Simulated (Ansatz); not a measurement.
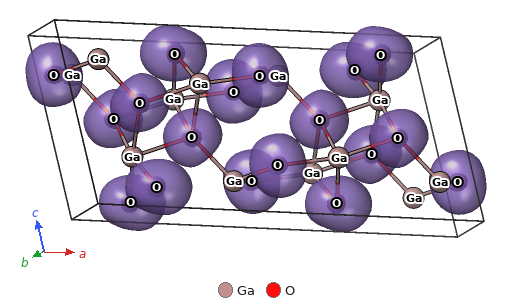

The picture shows: Ga$_{2}$O$_{3}$. Isosurface of the electron localisation function at 0.6 (purple), seen at an oblique angle. Core shells and regions of very low density are left out. Sticks mark near contacts.

Space group C2/m.

These are results of DFT LDA, scalar-relativistic, plane waves, PAW (Ansatz), not measurements.

```xyz
20
Lattice="12.1250 0.0000 0.0080 0.0000 3.0180 0.0000 -1.3722 0.0000 5.5859" Properties=species:S:1:pos:R:3 pbc="T T T"
Ga    0.0090    0.0000    4.4422
Ga    6.0715    1.5090    4.4463
Ga    4.6813    1.5090    1.1477
Ga   10.7438    0.0000    1.1517
Ga    1.4952    1.5090    1.7568
Ga    7.5577    0.0000    1.7608
Ga    3.1951    0.0000    3.8332
Ga    9.2576    1.5090    3.8372
O     1.8585    0.0000    0.6128
O     7.9210    1.5090    0.6168
O     2.8318    1.5090    4.9772
O     8.8943    0.0000    4.9812
O     1.3269    0.0000    3.1417
O     7.3894    1.5090    3.1457
O     3.3634    1.5090    2.4482
O     9.4259    0.0000    2.4522
O     5.6675    0.0000    1.4324
O    11.7300    1.5090    1.4364
O    -0.9772    1.5090    4.1575
O     5.0853    0.0000    4.1615
```

### Describe the localisation domains.

The ELF exceeds this value in twelve regions wrapped around O (the valence shell of each), counted in one cell of 20 atoms. Any copies at cell faces, edges or corners count once.

Values along the shortest contacts:
Ga–O (1.82 Å): the ELF peaks at about 0.80 in the valence shell of O, 0.6 Å from its nucleus, and is about 0.40 at the midpoint. Ga–O (1.92 Å): the ELF peaks at about 0.85 in the valence shell of O, 0.6 Å from its nucleus, and is about 0.35 at the midpoint.

### Does the calculation make it a metal, or give it a gap?

It is gapped, with a Kohn–Sham gap of 2.5 eV on the k-point mesh (the band edges may lie off the mesh, which would make the gap smaller).
